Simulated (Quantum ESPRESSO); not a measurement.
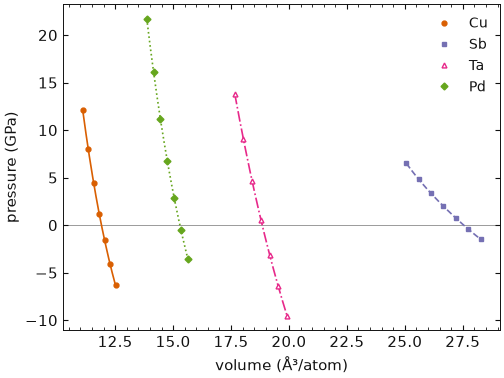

The plot gives the computed pressure against volume, with one curve for each element, for Cu, Pd, Sb and Ta (all in space group Fm-3m (No. 225)).

Computed with Quantum ESPRESSO 7.5: plane-wave DFT, no spin polarisation; energies at scaled volumes of the given cell, shape and fractions fixed, counted from the fit's minimum, third-order Birch-Murnaghan fit. Level: PBE.

occupations Fermi–Dirac; smearing width 0.05 eV; potentials SSSP 1.3 efficiency PBE.

Settings that differ: Cu: density cutoff 5990 eV, wave cutoff 748 eV, k mesh 13×13×13; Sb: density cutoff 5990 eV, wave cutoff 748 eV, k mesh 10×10×10; Ta: density cutoff 5990 eV, wave cutoff 748 eV, k mesh 11×11×11; Pd: density cutoff 3270 eV, wave cutoff 816 eV, k mesh 12×12×12.

### Order the curves by fitted equilibrium volume, smallest first.

Cu 11.953, Pd 15.308, Ta 18.851, Sb 27.543 Å³/atom.

### Order the curves by fitted bulk modulus, smallest first.

Sb 58.5, Cu 142.0, Pd 168.8, Ta 190.1 GPa.

### For Cu: read off the course of the pressure.

It falls from 12.07 GPa at volume 11.10 Å³/atom to −6.35 GPa at 12.52 Å³/atom, and changes sign near 11.91 Å³/atom.

### For Sb: read off the course of the pressure.

It falls from 6.50 GPa at volume 25.07 Å³/atom to −1.47 GPa at 28.27 Å³/atom, and changes sign near 27.54 Å³/atom.

### For Ta: how does the pressure vary with volume?

It falls from 13.82 GPa at volume 17.66 Å³/atom to −9.52 GPa at 19.92 Å³/atom, and changes sign near 18.85 Å³/atom.
